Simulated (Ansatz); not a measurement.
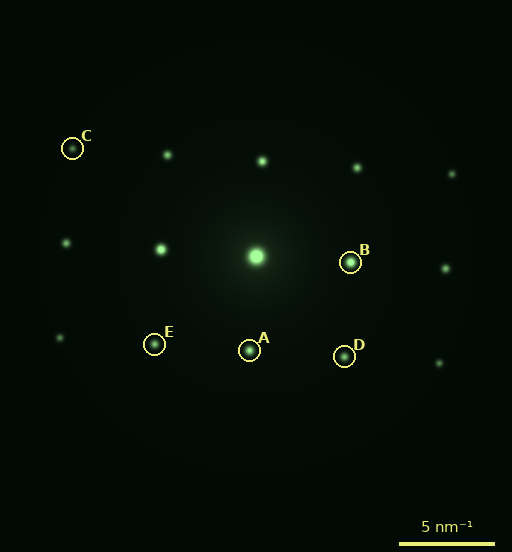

The pattern is a kinematic simulation for 300 kV electrons (no multiple scattering; isotropic B = 1 Å²). The zone axis points towards the electron source and the pattern is seen from the source side.

The sample is Co, space group P6/mmm (No. 191), a = 3.99 Å, c = 2.45 Å (hexagonal axes). Structure: the input geometry of an electronic-structure calculation (not necessarily at equilibrium); the starting structure was generated, so it need not be a known form of this composition.

```tsv
atom	site	symmetry	x	y	z
Co	1a	6/mmm	0.0000	0.0000	0.0000
Co	2d	-6m2	0.3333	0.6667	0.5000
```

Spot A is indexed -1 0 1 and spot B 1 -2 0.

**Index the other marked spots.**

C = −A − 2B = -1 4 -1 (d = 0.893 Å). D = A + B = 0 -2 1 (d = 1.413 Å). E = A − B = -2 2 1 (d = 1.413 Å).

**Which zone axis is this?**

The cross product of A and B is parallel to [212]; every spot obeys hu + kv + lw = 0.

**What are the spacings of A and B and the angle between them?**

d(A) = 2.001 Å, d(B) = 1.995 Å, and the angle is 90.0°.
